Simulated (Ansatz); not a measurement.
Zr16S31 (charge +1): geometry relaxation (part 4 of 4)

Zr16S31 (defect cell, 47 atoms in the cell, total charge +1); DFT PBE, scalar-relativistic, plane waves, PAW, spin-polarised (Ansatz 0.2.0); cutoff 420 eV, 2×2×2 k-mesh, Gaussian smearing of 0.01 eV, collinear spins. The structure derives from a Materials Project entry. It belongs to a series of runs on one base structure; here: S vacancy (site d), charge +1, atoms relaxed at the host's cell.

**Trajectory as extended XYZ (Å, eV, eV/Å), 3 frames, from step=1 to step=3**
```
47
Lattice="-7.3704 -6.3830 6.7579 7.3704 -6.3830 -6.7579 7.3704 6.3830 6.7579" Properties=species:S:1:pos:R:3:forces:R:3 step=1 energy=-94983.79095
Zr    1.8645   -9.6080   -0.0514   -0.0179  -0.0337   0.0048
Zr    0.0744   -6.4501   -0.0810   -0.0600   0.0161  -0.0145
Zr   -1.8645   -3.2250    6.7065    0.0179  -0.0337   0.0048
Zr    3.6852   -6.4146   -0.0982    0.0000  -0.0060  -0.0124
Zr    1.9248   -3.1931   -0.0699   -0.0703   0.0554  -0.0151
Zr    1.7887   -3.0982    6.7120    0.0313  -0.0504  -0.0193
Zr   -0.0067    0.0006    0.0159   -0.0760  -0.0275   0.0085
Zr   -0.0744   -0.0671    6.6769    0.0600   0.0161  -0.0145
Zr    5.4456   -3.1931   -0.0699    0.0703   0.0554  -0.0151
Zr    5.5818   -3.0982    6.7120   -0.0313  -0.0504  -0.0193
Zr    3.6852    0.0057   -0.0268    0.0000  -0.0013   0.0269
Zr    3.6852    0.0307    6.7535    0.0000   0.0495   0.0163
Zr    8.9378   -3.3459    0.2811    0.0857   0.0412   0.0357
Zr    7.3771    0.0006    0.0159    0.0760  -0.0275   0.0085
Zr    5.8031    3.0371    7.0390   -0.0857   0.0412   0.0357
Zr   11.0556    0.3262    0.2858    0.0000  -0.0687   0.0138
S     1.9344   -5.3403    5.3782   -0.0209   0.0247   0.0538
S     7.2929    4.2021    5.3685    0.0410  -0.0122   0.0474
S     5.4361   -5.3403    5.3782    0.0209   0.0247   0.0538
S     3.6852   -2.0664    5.2846    0.0000  -0.0072   0.0500
S     3.6852   -2.1141   -1.5438    0.0000  -0.0157   0.0299
S     1.8286    1.1770    5.3658   -0.0299  -0.0413   0.0446
S    -5.5611   -5.3551    5.2704    0.0149   0.0139   0.0620
S     7.3754   -2.1327    5.2093   -0.0010   0.0092   0.0419
S     7.4479   -2.1808   -1.3894   -0.0410  -0.0122   0.0474
S     5.5418    1.1770    5.3658    0.0299  -0.0413   0.0446
S    -1.8093   -5.3551    5.2704   -0.0149   0.0139   0.0620
S     3.6852   -8.5453   -1.5349    0.0000   0.0102   0.0765
S     1.8441   -5.3183   -1.5351    0.0205  -0.0123   0.0861
S    -0.0050   -2.1327    5.2093    0.0010   0.0092   0.0419
S     5.5263   -5.3183   -1.5351   -0.0205  -0.0123   0.0861
S     1.8610   -7.4639    1.4028    0.0139   0.0127  -0.0819
S     0.1678   -4.3574    1.5668    0.0310  -0.0118  -0.0177
S     5.5094   -7.4639    1.4028   -0.0139   0.0127  -0.0819
S     3.6852   -4.2908    1.4081    0.0000  -0.0101  -0.0647
S     1.8585   -1.0808    1.4228    0.0160  -0.0137  -0.0682
S     1.8186   -1.0495    8.1879   -0.0134   0.0206  -0.0734
S     0.0077  -10.6200    1.4254    0.0176   0.0140  -0.0622
S     7.2026   -4.3574    1.5668   -0.0310  -0.0118  -0.0177
S     5.5119   -1.0808    1.4228   -0.0160  -0.0137  -0.0682
S     5.5518   -1.0495    8.1879    0.0134   0.0206  -0.0734
S    -3.6852   -4.2585    8.1868    0.0000  -0.0014  -0.0413
S     3.6852    2.1992    8.1954    0.0000  -0.0180  -0.0490
S     9.2736   -1.0955    1.4324   -0.0311   0.0136  -0.0525
S    -0.0077   -4.2371    8.1833   -0.0176   0.0140  -0.0622
S    12.8376   -1.0955    1.4324    0.0311   0.0136  -0.0525
S     3.6852   -4.0605    8.3347    0.0000   0.0313  -0.0051
47
Lattice="-7.3704 -6.3830 6.7579 7.3704 -6.3830 -6.7579 7.3704 6.3830 6.7579" Properties=species:S:1:pos:R:3:forces:R:3 step=2 energy=-94983.78386 accepted=F
Zr    1.8559   -9.6162   -0.0498   -0.0122   0.0176  -0.0133
Zr    0.0574   -6.4416   -0.0875    0.0129  -0.0740  -0.0027
Zr   -1.8559   -3.2332    6.7081    0.0122   0.0176  -0.0133
Zr    3.6852   -6.4113   -0.1052    0.0000   0.0174   0.0178
Zr    1.9057   -3.1794   -0.0768    0.0962  -0.0242   0.0091
Zr    1.8032   -3.1098    6.7106   -0.0338   0.0549  -0.0251
Zr   -0.0273   -0.0088    0.0187    0.0517   0.0544  -0.0169
Zr   -0.0574   -0.0587    6.6704   -0.0129  -0.0740  -0.0027
Zr    5.4647   -3.1794   -0.0768   -0.0962  -0.0242   0.0091
Zr    5.5672   -3.1098    6.7106    0.0338   0.0549  -0.0251
Zr    3.6852    0.0007   -0.0200    0.0000   0.0270  -0.0141
Zr    3.6852    0.0452    6.7491    0.0000  -0.1013   0.0031
Zr    8.9565   -3.3391    0.2868   -0.0547  -0.0297   0.0314
Zr    7.3977   -0.0088    0.0187   -0.0517   0.0544  -0.0169
Zr    5.7843    3.0439    7.0447    0.0547  -0.0297   0.0314
Zr   11.0556    0.3144    0.2981    0.0000   0.0267   0.0037
S     1.9431   -5.3442    5.3884    0.0063  -0.0205  -0.0488
S     7.2783    4.1994    5.3733   -0.0101   0.0138  -0.0466
S     5.4273   -5.3442    5.3884   -0.0063  -0.0205  -0.0488
S     3.6852   -2.0591    5.2930    0.0000  -0.0489  -0.0701
S     3.6852   -2.1166   -1.5363    0.0000   0.0317  -0.0605
S     1.8295    1.1834    5.3687    0.0161   0.0164  -0.0531
S    -5.5676   -5.3658    5.2927    0.0134   0.0301  -0.0947
S     7.3642   -2.1340    5.2226    0.0164  -0.0171  -0.0752
S     7.4625   -2.1836   -1.3846    0.0101   0.0138  -0.0466
S     5.5409    1.1834    5.3687   -0.0161   0.0164  -0.0531
S    -1.8028   -5.3658    5.2927   -0.0134   0.0301  -0.0947
S     3.6852   -8.5512   -1.5112    0.0000  -0.0132  -0.1136
S     1.8404   -5.3139   -1.5166   -0.0096   0.0048  -0.1190
S     0.0062   -2.1340    5.2226   -0.0164  -0.0171  -0.0752
S     5.5300   -5.3139   -1.5166    0.0096   0.0048  -0.1190
S     1.8552   -7.4579    1.3727    0.0072  -0.0055   0.1192
S     0.1602   -4.3524    1.5588   -0.0150   0.0149   0.0304
S     5.5153   -7.4579    1.3727   -0.0072  -0.0055   0.1192
S     3.6852   -4.2782    1.3738    0.0000  -0.0251   0.1192
S     1.8502   -1.0785    1.4106    0.0105  -0.0412   0.0787
S     1.8251   -1.0484    8.1654   -0.0102   0.0334   0.0981
S    -0.0011  -10.6245    1.4118    0.0106   0.0140   0.0832
S     7.2102   -4.3524    1.5588    0.0150   0.0149   0.0304
S     5.5202   -1.0785    1.4106   -0.0105  -0.0412   0.0787
S     5.5453   -1.0484    8.1654    0.0102   0.0334   0.0981
S    -3.6852   -4.2596    8.1778    0.0000  -0.0046   0.0663
S     3.6852    2.1933    8.2036    0.0000   0.0064   0.0374
S     9.2740   -1.0964    1.4412    0.0056  -0.0085   0.0444
S     0.0011   -4.2416    8.1697   -0.0106   0.0140   0.0832
S    12.8373   -1.0964    1.4412   -0.0056  -0.0085   0.0444
S     3.6852   -4.0674    8.3429    0.0000   0.0168   0.0130
47
Lattice="-7.3704 -6.3830 6.7579 7.3704 -6.3830 -6.7579 7.3704 6.3830 6.7579" Properties=species:S:1:pos:R:3:forces:R:3 step=3 energy=-94983.80040
Zr    1.8611   -9.6104   -0.0519   -0.0029  -0.0070  -0.0006
Zr    0.0671   -6.4487   -0.0850   -0.0150  -0.0025  -0.0088
Zr   -1.8611   -3.2275    6.7060    0.0029  -0.0070  -0.0006
Zr    3.6852   -6.4136   -0.1016    0.0000   0.0046  -0.0027
Zr    1.9183   -3.1874   -0.0731   -0.0087   0.0113  -0.0048
Zr    1.7937   -3.1025    6.7096    0.0065  -0.0129  -0.0119
Zr   -0.0140   -0.0015    0.0173   -0.0073   0.0027  -0.0028
Zr   -0.0671   -0.0658    6.6729    0.0150  -0.0025  -0.0088
Zr    5.4521   -3.1874   -0.0731    0.0087   0.0113  -0.0048
Zr    5.5767   -3.1025    6.7096   -0.0065  -0.0129  -0.0119
Zr    3.6852    0.0052   -0.0241    0.0000   0.0089   0.0102
Zr    3.6852    0.0336    6.7521    0.0000  -0.0084   0.0016
Zr    8.9461   -3.3436    0.2870   -0.0007  -0.0029   0.0244
Zr    7.3845   -0.0015    0.0173    0.0073   0.0027  -0.0028
Zr    5.7947    3.0393    7.0450    0.0007  -0.0029   0.0244
Zr   11.0556    0.3209    0.2928    0.0000  -0.0050   0.0163
S     1.9371   -5.3413    5.3848   -0.0025  -0.0014  -0.0017
S     7.2887    4.2006    5.3745    0.0037  -0.0020  -0.0049
S     5.4333   -5.3413    5.3848    0.0025  -0.0014  -0.0017
S     3.6852   -2.0668    5.2871    0.0000  -0.0053  -0.0024
S     3.6852   -2.1137   -1.5417    0.0000  -0.0033  -0.0062
S     1.8279    1.1773    5.3701   -0.0034   0.0016  -0.0080
S    -5.5619   -5.3564    5.2790    0.0014   0.0022  -0.0069
S     7.3720   -2.1340    5.2122    0.0000   0.0018  -0.0051
S     7.4521   -2.1824   -1.3834   -0.0037  -0.0020  -0.0049
S     5.5425    1.1773    5.3701    0.0034   0.0016  -0.0080
S    -1.8085   -5.3564    5.2790   -0.0014   0.0022  -0.0069
S     3.6852   -8.5472   -1.5259    0.0000   0.0002  -0.0091
S     1.8435   -5.3176   -1.5268    0.0018   0.0011  -0.0101
S    -0.0016   -2.1340    5.2122    0.0000   0.0018  -0.0051
S     5.5269   -5.3176   -1.5268   -0.0018   0.0011  -0.0101
S     1.8598   -7.4609    1.3893    0.0024   0.0004   0.0100
S     0.1668   -4.3567    1.5636    0.0000   0.0052  -0.0002
S     5.5106   -7.4609    1.3893   -0.0024   0.0004   0.0100
S     3.6852   -4.2878    1.3944    0.0000  -0.0035   0.0091
S     1.8572   -1.0818    1.4161    0.0054  -0.0066   0.0047
S     1.8192   -1.0477    8.1773   -0.0026   0.0083   0.0073
S     0.0062  -10.6188    1.4187    0.0040   0.0008   0.0065
S     7.2036   -4.3567    1.5636    0.0000   0.0052  -0.0002
S     5.5133   -1.0818    1.4161   -0.0054  -0.0066   0.0047
S     5.5513   -1.0477    8.1773    0.0026   0.0083   0.0073
S    -3.6852   -4.2577    8.1825    0.0000  -0.0056   0.0071
S     3.6852    2.1929    8.1993    0.0000   0.0065  -0.0012
S     9.2707   -1.0944    1.4356    0.0006   0.0016   0.0015
S    -0.0062   -4.2358    8.1766   -0.0040   0.0008   0.0065
S    12.8406   -1.0944    1.4356   -0.0006   0.0016   0.0015
S     3.6852   -4.0605    8.3369    0.0000   0.0074   0.0003
```

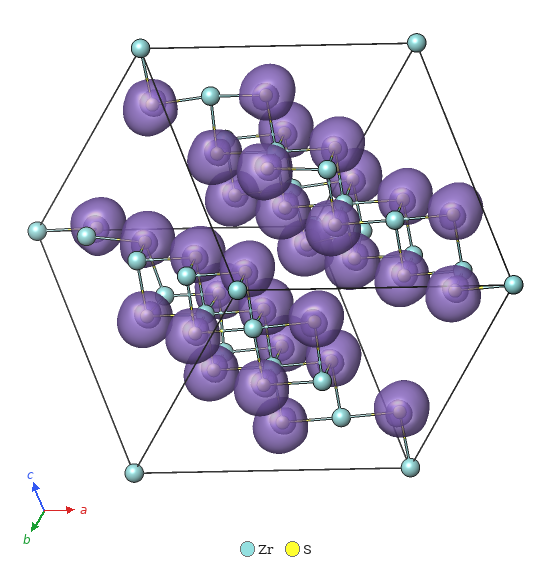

**Figure 1.** Isosurface of the ELF at 0.75 (purple), seen at an oblique angle. Core shells and regions of very low density are left out. Sticks mark near contacts. The outline is the calculation cell. Along the contacts the grid gives the following. Zr–S (2.38 Å): the ELF is about 0.45 at the midpoint. Zr–S (2.52 Å): the ELF is about 0.40 at the midpoint (a polar contact without a shared pair, in a metal). Core electrons are frozen (PAW), so the fields are smoothed inside the atomic spheres.

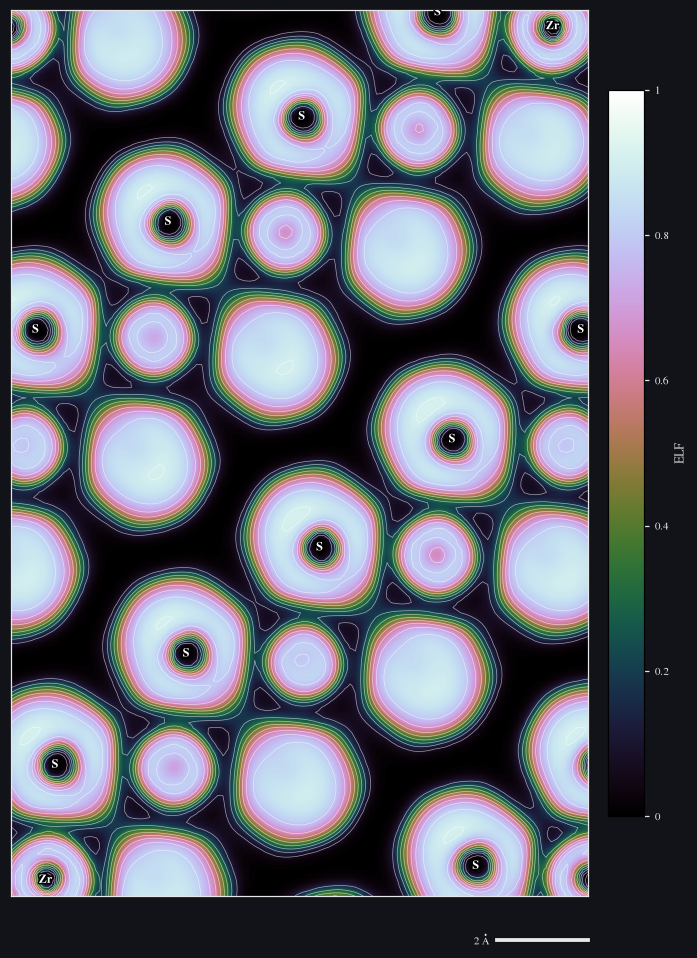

**Figure 2.** Electron localisation function on the (011) plane of the calculation cell. The section cuts through Zr and S sites. Zr–S (2.52 Å): the ELF is about 0.40 at the midpoint; a polar contact without a shared pair, in a metal. The strong features right at Zr lie inside the PAW spheres (semicore, d or f shells) and say nothing about bonding.

The run was set up as follows.

**The input**
```yaml
crystal:
  lattice:
    - [-7.37041691, -6.3829682806, 6.7579064893]
    - [7.37041691, -6.3829682806, -6.7579064893]
    - [7.37041691, 6.3829682806, 6.7579064893]
  atoms:
    - { symbol: Zr, position: [0.7488206171, 0.8791135061, 0.1226798963] }
    - { symbol: Zr, position: [0.4992645661, 0.5103037826, -0.0009487989] }
    - { symbol: Zr, position: [0.7488206171, 0.1261407208, 0.369707111] }
    - { symbol: Zr, position: [0.4952100696, 0.7524782442, 0.2427318254] }
    - { symbol: Zr, position: [0.2449524972, 0.3807053602, 0.1254050529] }
    - { symbol: Zr, position: [0.7392992844, 0.3640359136, 0.6179451309] }
    - { symbol: Zr, position: [0.001131086, -0.000496329, 0.0007235488] }
    - { symbol: Zr, position: [0.4992645661, 0.000213365, 0.4889607835] }
    - { symbol: Zr, position: [0.2449524972, 0.6195474443, 0.3642471369] }
    - { symbol: Zr, position: [0.7392992844, 0.6213541535, 0.8752633707] }
    - { symbol: Zr, position: [-0.0024270177, 0.2495545596, 0.2480184226] }
    - { symbol: Zr, position: [0.4972663295, 0.2475950302, 0.7496712994] }
    - { symbol: Zr, position: [0.2828936348, 0.8684202852, 0.6271262606], spin: 0.333 }
    - { symbol: Zr, position: [0.001131086, 0.5004075371, 0.501627415] }
    - { symbol: Zr, position: [0.2828936348, 0.1557673743, 0.9144733496], spin: 0.333 }
    - { symbol: Zr, position: [-0.0044080333, 0.7244458162, 0.7711461505], spin: 0.333 }
    - { symbol: S, position: [0.8162413564, 0.5495469191, 0.5291434003] }
    - { symbol: S, position: [0.0680363416, 0.1655735978, 0.8919463123] }
    - { symbol: S, position: [0.8162413564, 0.787097956, 0.7666944372] }
    - { symbol: S, position: [0.5528643336, 0.411867397, 0.6409969366] }
    - { symbol: S, position: [0.0513842314, 0.4156084121, 0.1357758193] }
    - { symbol: S, position: [0.3048000008, 0.031851419, 0.5210483164] }
    - { symbol: S, position: [0.8094228396, 0.042224794, 0.0126829365] }
    - { symbol: S, position: [0.5524794961, 0.6673975568, 0.8857588382] }
    - { symbol: S, position: [0.0680363416, 0.6760900293, 0.4024627438] }
    - { symbol: S, position: [0.3048000008, 0.2837516844, 0.7729485818] }
    - { symbol: S, position: [0.8094228396, 0.2967399031, 0.2671980456] }
    - { symbol: S, position: [0.5558201221, 0.9193824079, 0.1364377142] }
    - { symbol: S, position: [0.3030230249, 0.5417057633, 0.0115199821] }
    - { symbol: S, position: [0.5524794961, 0.1667206579, 0.3850819393] }
    - { symbol: S, position: [0.3030230249, 0.7915030428, 0.2613172616] }
    - { symbol: S, position: [0.688464808, 0.7109211722, 0.2300394532] }
    - { symbol: S, position: [0.4572494884, 0.3527115687, 0.1273060815] }
    - { symbol: S, position: [0.688464808, 0.9584253548, 0.4775436359] }
    - { symbol: S, position: [0.4402960642, 0.5861117591, 0.3541843051] }
    - { symbol: S, position: [0.1899336024, 0.2107398121, 0.231351613] }
    - { symbol: S, position: [0.6880108071, 0.2055859569, 0.729171383] }
    - { symbol: S, position: [0.9373625738, 0.8324240044, 0.1059803359] }
    - { symbol: S, position: [0.4572494884, 0.8299434069, 0.6045379197] }
    - { symbol: S, position: [0.1899336024, 0.4585819895, 0.4791937903] }
    - { symbol: S, position: [0.6880108071, 0.4588394242, 0.9824248502] }
    - { symbol: S, position: [0.9393042006, 0.083585797, 0.3557184036] }
    - { symbol: S, position: [0.4340842292, 0.0777262859, 0.8563579433] }
    - { symbol: S, position: [0.191791801, 0.7149268258, 0.7350889017] }
    - { symbol: S, position: [0.9373625738, 0.3313822379, 0.6049385694] }
    - { symbol: S, position: [0.191791801, 0.9567028993, 0.9768649752] }
    - { symbol: S, position: [0.9347413751, 0.5680765346, 0.8666648405] }
  host:
    lattice:
      - [3.685208455, 0.0, 0.0]
      - [-1.8426042275, 3.1914841403, 0.0]
      - [0.0, 0.0, 6.7579064893]
    atoms:
      - { symbol: Zr, position: [0.0, 0.0, 0.0] }
      - { symbol: S, position: [0.6666666667, 0.3333333333, 0.7856835549] }
      - { symbol: S, position: [0.3333333333, 0.6666666667, 0.2143164451] }
total_charge: 1
basis:
  ecutwfc: 420
  xc_grid: 2
kpoints:
  mp_grid: { grid: [2, 2, 2], shift: [0.5, 0.5, 0.5] }
hamiltonian:
  xc: pbe
scf:
  occupations: { method: gaussian, width: 0.01 }
output:
  forces: true
  stress: false
  eigenvalues: true
  populations: true
  charged_corrections:
    defect_position: [0.05950844, 0.91666667, 0.64284178]
    epsilon: [[53.0164, 0.0, 0.0], [0.0, 53.0164, 0.0], [0.0, 0.0, 3.7275]]
  write_density: true
  write_potential: true
  elf: true
  volumetric_format: npy
magnetization:
  spin_polarized: true
relax:
  adjacent_minimum: "off"
  f_tol: 0.025
  max_steps: 45
```

Run as:
```bash
ansatz run input.yaml --threads 4 --pin off --max-ram 10240MiB --backend cpu --events-out ev --progress --plain --runs-dir out
```

**Key numbers**

| quantity | value |
| --- | --- |
| outcome | converged |
| electrons treated | 377 |
| free energy | −94983.8004 eV |
| Fermi energy | 6.093 eV |
| gap on the k-point mesh | none (metallic) |
| net moment of the cell | −0.50 μB |
| integrated absolute moment | 0.57 μB |
| final volume | 1271.71 Å³ |
| largest force (length of the vector) at the end | 0.025 eV/Å |
| hardware | 4 threads of Arm Neoverse V2, 24 GiB of memory available, shared host |
| wall time | 9.8 min (CPU time 38 min) |
| peak memory | 5.8 GiB |

**Notes**

Warnings of the run: the exchange-correlation potential is rough where the density is thin. The cell is charged and computed with a neutralising background, so its energy and pressure depend on the cell and aren't those of a real crystal.
